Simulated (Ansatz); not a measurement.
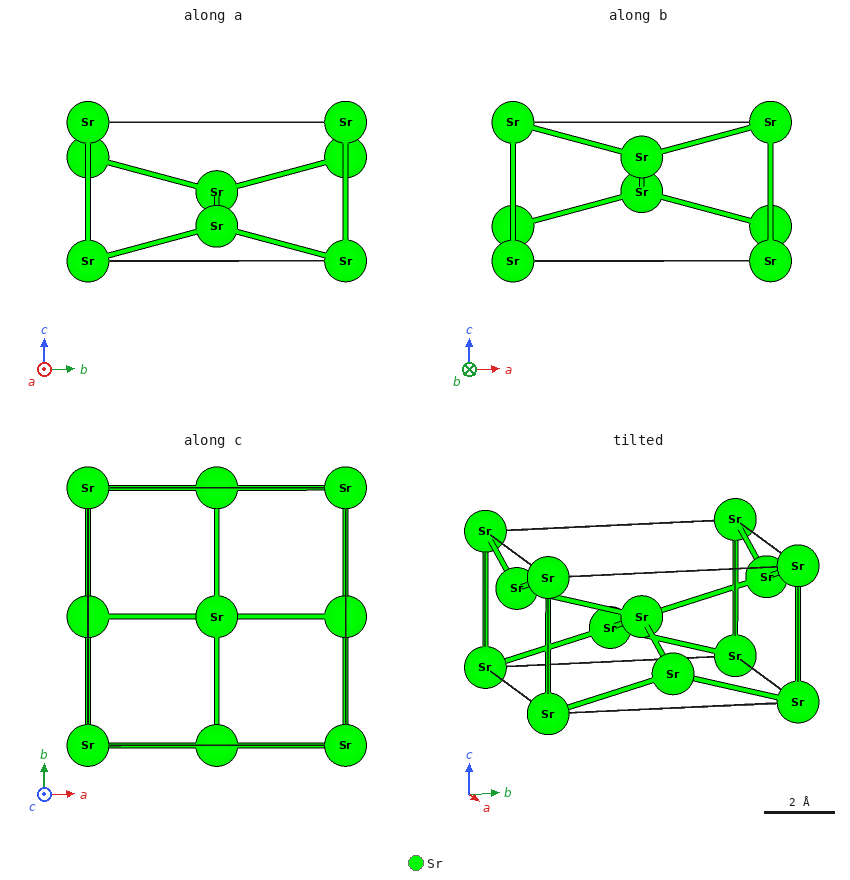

Structure drawing (ball-and-stick), viewed along the a axis, along the b axis, along the c axis and slightly off an axis. The wireframe shows the drawn cell (a repeat of the simulation cell).

Lattice parameters: a = 7.4349 Å, b = 7.4349 Å, c = 4.0016 Å, α = 89.965°, β = 89.965°, γ = 89.988°.

### Set out the cell and atoms as a CIF in P1 with every atom of the cell.

```cif
data_structure
_symmetry_space_group_name_H-M 'P 1'
_symmetry_Int_Tables_number 1
_cell_length_a 7.4349
_cell_length_b 7.4349
_cell_length_c 4.0016
_cell_angle_alpha 89.965
_cell_angle_beta 89.965
_cell_angle_gamma 89.988
_cell_volume 221.20
loop_
_atom_site_label
_atom_site_type_symbol
_atom_site_fract_x
_atom_site_fract_y
_atom_site_fract_z
_atom_site_occupancy
Sr1 Sr 0.0000 0.4999 0.2501 1
Sr2 Sr 0.9999 0.0000 0.0001 1
Sr3 Sr 0.4999 0.5000 0.5001 1
Sr4 Sr 0.5000 0.9999 0.7501 1
```

Its origin is a structure type filled with this element by a generator (whether the element takes this form wasn't checked). Earlier steps of the study may have refined or changed the cell and positions. It was run through Ansatz as a DFT input.
